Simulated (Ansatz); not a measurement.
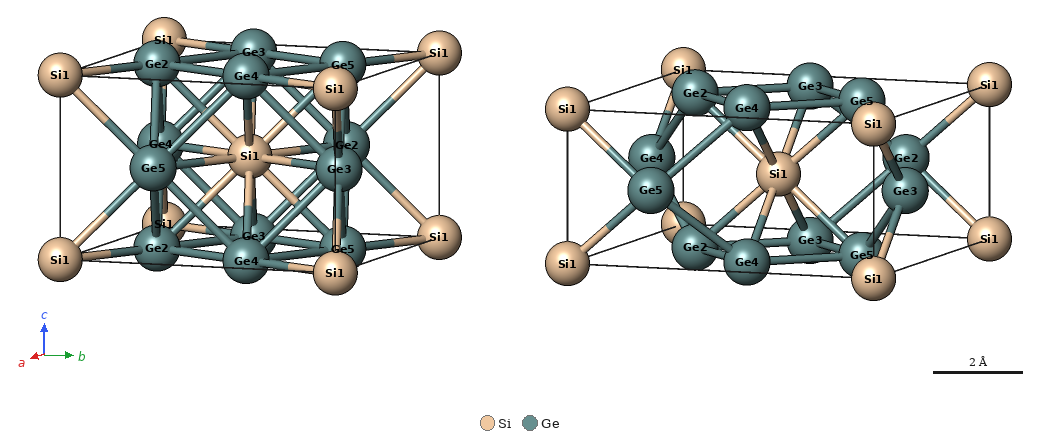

Two geometries of solid SiGe4 (a generated structure, set up in I4/m), drawn at one scale. One is the start of a relaxation, the other its converged end. The picture is a ball-and-stick view of the conventional cell (2 times the calculation's cell), seen slightly off an axis. Lengths and directions refer to the drawn axes.

These are results of Ansatz 0.2.0, DFT PBE, scalar-relativistic, plane waves, PAW, not measurements. Settings: plane-wave cutoff 420 eV; k-point mesh 10 × 10 × 10; occupations gaussian; smearing width 0.1 eV; no spin polarisation; cell and atoms relaxed; force threshold 0.01 eV/Å; at most 80 steps.

Which geometry has the lower energy?

The right one is the relaxed one. The largest moves relative to the cell, 0.77 Å, are those of Ge2, Ge3, Ge4 and Ge5. Ge3 goes along [1 3 0]. Si stays in place. Cell: a = b 6.634 → 7.384 Å (+11.3 %), c 4.196 → 3.512 Å (−16.3 %). Volume +3.7 %. Among the contacts that change: Ge2–Ge5 2.967 → 4.102 Å, Si1–Ge2 2.967 → 4.056 Å, Si1–Ge2 (another image) 2.967 → 2.670 Å, Ge2–Ge3 2.967 → 2.845 Å. Bond angles that change, for instance: Ge3–Ge2–Ge4 60.0° → 90.0°, Ge3–Ge2–Ge4 120.0° → 90.0°, Ge3–Ge2–Ge3 120.0° → 143.5°. The space group (tolerance 0.01 Å) goes from I4/m (No. 87) to I4/mmm (No. 139). The energy falls by 87.6 meV per atom in 14 accepted moves (16 points after the start). Largest force component: 0.16 eV/Å at the start, under 0.0001 eV/Å at the end. The pressure goes from 1.02 to 0.00 GPa. At 2 points the geometry stayed and the basis and grid were re-selected for the new cell (energy shift of 2.9 meV per atom at most each time). Cost: 7.1 min on 1 thread of Intel(R) Xeon(R) Processor @ 2.70GHz (shared host), peak memory 0.67 GiB.
